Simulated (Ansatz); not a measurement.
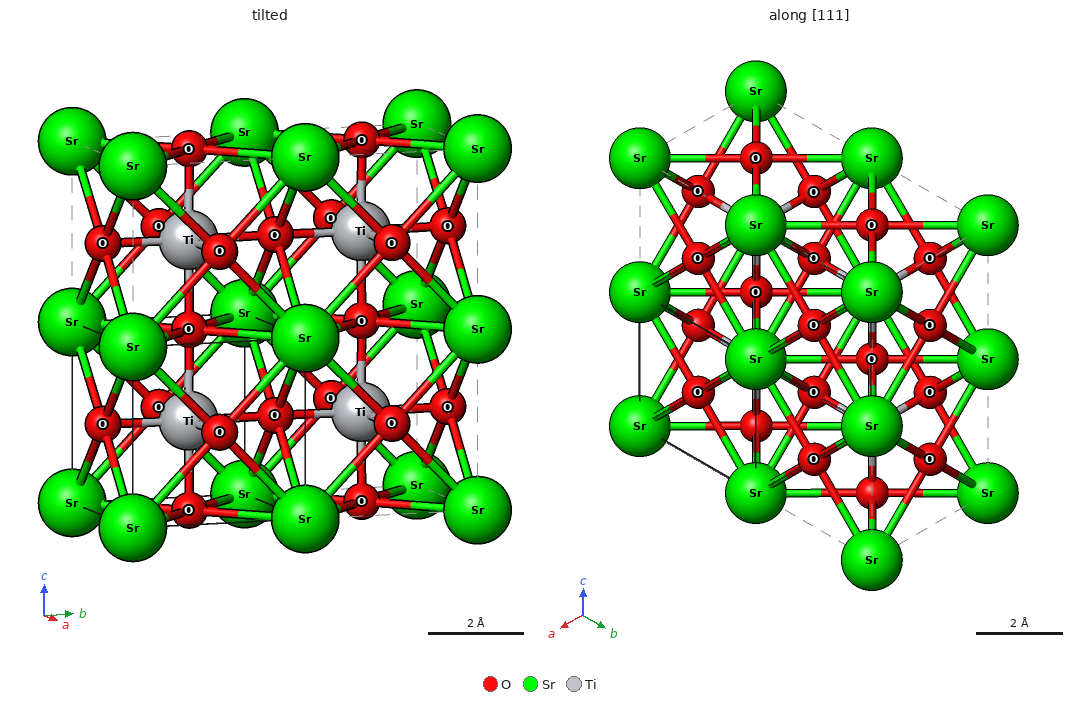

This ball-and-stick model is shown slightly off an axis and along [111]. Solid lines give the unit cell, repeated here 1×2×2 times.

It has the composition SrTiO3. Strictly the space group is Amm2 (No. 38, within 0.01 Å). It is a distorted form of a primitive cubic structure, space group Pm-3m (No. 221) within 0.25 Å: cubic perovskite. It has 5 atoms to the cell (1 Sr, 1 Ti, 3 O). O sits among four Sr and two Ti in a distorted octahedral arrangement (about 2.7 Å to Sr, 1.9 Å to Ti). The neighbours of Sr are twelve O in a cuboctahedral arrangement at about 2.7 Å. Ti bonds to six O in an octahedral arrangement at about 1.9 Å. The bonds build a three-dimensional framework.

Provenance: a structure listed in the Materials Project, with elements exchanged, so it need not be a known form of the compound. Earlier steps of the study may have refined or changed the cell and positions. It went into a calculation with Ansatz.
